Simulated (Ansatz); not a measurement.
ZnGeP2

Input file:

```
crystal:
  lattice:
    - [-2.696107179, 2.696107179, 5.3119299855]
    - [2.696107179, -2.696107179, 5.3119299855]
    - [2.696107179, 2.696107179, -5.3119299855]
  atoms:
    - { symbol: Zn, position: [0.75, 0.25, 0.5] }
    - { symbol: Zn, position: [0.0, 0.0, 0.0] }
    - { symbol: Ge, position: [0.25, 0.75, 0.5] }
    - { symbol: Ge, position: [0.5, 0.5, 0.0] }
    - { symbol: P, position: [0.128370904, 0.625, 0.003370904] }
    - { symbol: P, position: [0.875, 0.871629096, 0.496629096] }
    - { symbol: P, position: [0.375, 0.378370904, 0.503370904] }
    - { symbol: P, position: [0.621629096, 0.125, 0.996629096] }
kpoints:
  mp_grid: { grid: [4, 4, 4] }
  band_path:
    path:
      - [0.0, 0.0, 0.0]
      - [0.0, 0.0, 0.5]
      - [0.25, 0.25, 0.25]
      - [0.0, 0.5, 0.0]
      - [0.5, 0.5, -0.5]
      - [0.3144035238, 0.6855964762, -0.3144035238]
      - [-0.3144035238, 0.3144035238, 0.3144035238]
      - [-0.1288070476, 0.1288070476, 0.5]
      - [0.5, 0.5, -0.1288070476]
      - [0.432292, -0.432292, 0.432292]
    npoints: 1
hamiltonian:
  xc: hse06
scf:
  occupations: { method: fixed }
  n_extra_bands: 6
output:
  forces: true
  stress: true
  eigenvalues: true
  write_density: true
  write_potential: true
  elf: true
  volumetric_format: npy
```

Below, planes, directions and counts refer to the conventional cell (a = 5.39 Å, b = 5.39 Å, c = 10.62 Å, α = 90.00°, β = 90.00°, γ = 90.00°).

Space group I-42d; a structure from a database of computed crystals, not necessarily the ambient phase; started from the database structure prototype, which need not be the ambient phase; changed on purpose from its base cell (hydrostatic strain -1.0%); computed pressure about 4 GPa in this cell.

These are results of Ansatz 0.2.0, DFT, HSE06, plane waves, PAW, not measurements.

In a PAW calculation such maps are meaningful between the atoms, not at the nuclei.

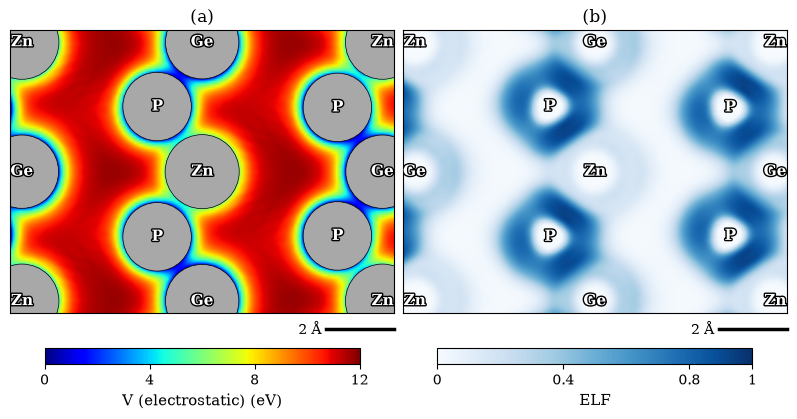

Figure 1. (a) electrostatic potential (local pseudopotential plus Hartree) felt by an electron; (b) ELF on the (110) plane of the conventional cell. Grey discs cover the atomic cores in the potential map.

Q: Read the bonding off the picture.

A: The plane passes through Zn, Ge and P nuclei. Ge–P (2.31 Å): the ELF peaks at about 0.90 between the atoms; a covalent bond. Zn–P (2.33 Å): the ELF peaks at about 0.95 in the valence shell of P, 0.7 Å from its nucleus, and is about 0.65 at the midpoint. Outside the cores the potential energy rises away from the atoms and is highest about 2.3 Å from the nearest atoms; its zero is arbitrary.

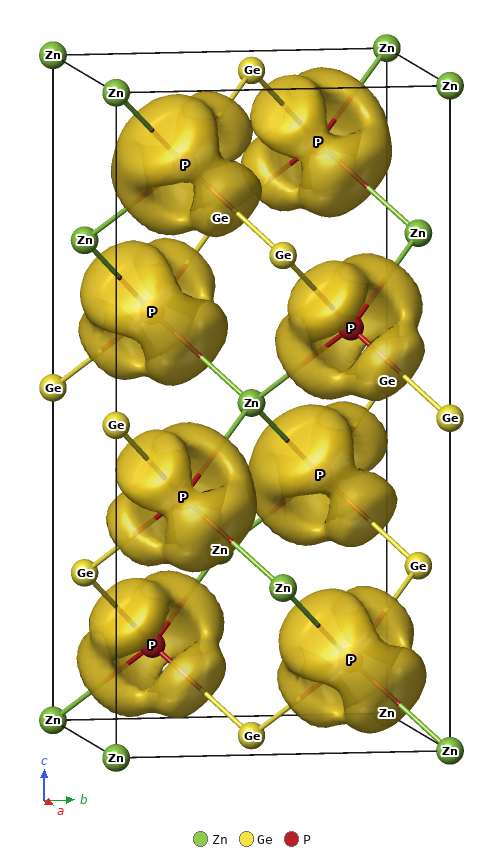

Figure 2. Isosurface of the electron localisation function at 0.75 (yellow), seen slightly off an axis. Only the valence region is drawn (cores and ρ < 0.01 e/Å³ removed). Sticks mark near contacts.

Q: What do the ELF domains correspond to?

A: The ELF exceeds this value in eight regions on P in which the atom's valence shell and bonds are merged, counted in one cell of 16 atoms. Regions shared between cells count once.

Q: Does the calculation give a band gap?

A: It is gapped, with a Kohn–Sham gap of 1.8 eV on the k-point mesh (the band edges may lie off the mesh, which would make the gap smaller).
